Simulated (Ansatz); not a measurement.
The cell of ZrO₂ in space group Fm-3m. Origin of the cell: a calculation's input that goes back to an entry of the Crystallography Open Database (an earlier step may have relaxed or displaced it).

```
CELL_PARAMETERS angstrom
5.11580 0.00000 0.00000
0.00000 5.11580 0.00000
0.00000 0.00000 5.11580
ATOMIC_POSITIONS crystal
Zr 0.00000 0.00000 0.00000
O 0.25000 0.75000 0.75000
O 0.25000 0.25000 0.75000
Zr 0.00000 0.50000 0.50000
O 0.25000 0.25000 0.25000
O 0.25000 0.75000 0.25000
Zr 0.50000 0.00000 0.50000
O 0.75000 0.75000 0.25000
O 0.75000 0.25000 0.25000
Zr 0.50000 0.50000 0.00000
O 0.75000 0.25000 0.75000
O 0.75000 0.75000 0.75000
```

Bond valence s = exp((R0 − d)/b), R0 fitted to published crystal structures with b = 0.37 Å, summed over all anions within 5 Å; R0 in Å: Zr4+–O 1.933.

Calculate the bond-valence sums (anions within 5 Å).

Answer.
```json
{"site": "Zr1", "x, y, z": "0.000, 0.000, 0.000", "formal valence": "+4", "bond-valence sum": "3.78", "difference": "-0.22"}
{"site": "O1", "x, y, z": "0.250, 0.750, 0.750", "formal valence": "−2", "bond-valence sum": "1.89", "difference": "-0.11"}
```

The global instability index (root mean square of the differences over all atoms) is 0.16 v.u.: moderate strain, common in real structures. The cell was not relaxed for this table, and a volume that is off by a few per cent shifts all sums together.

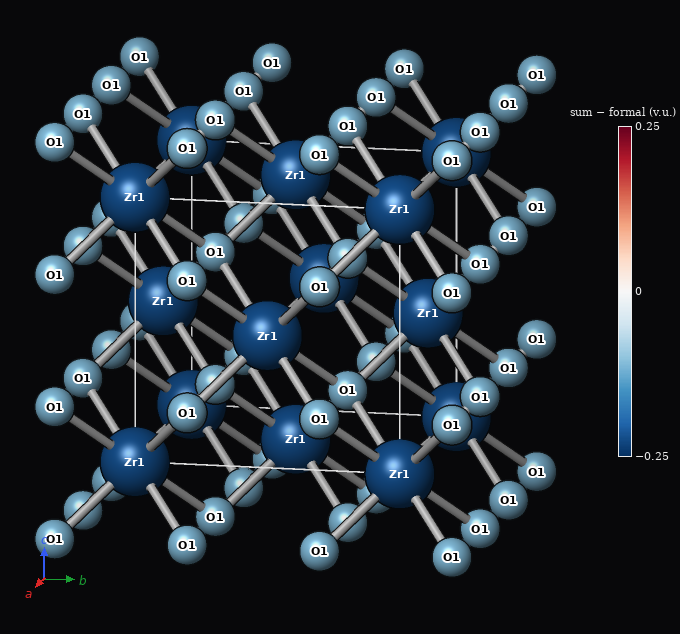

Atoms coloured by sum less the size of the formal valence, view slightly off an axis.
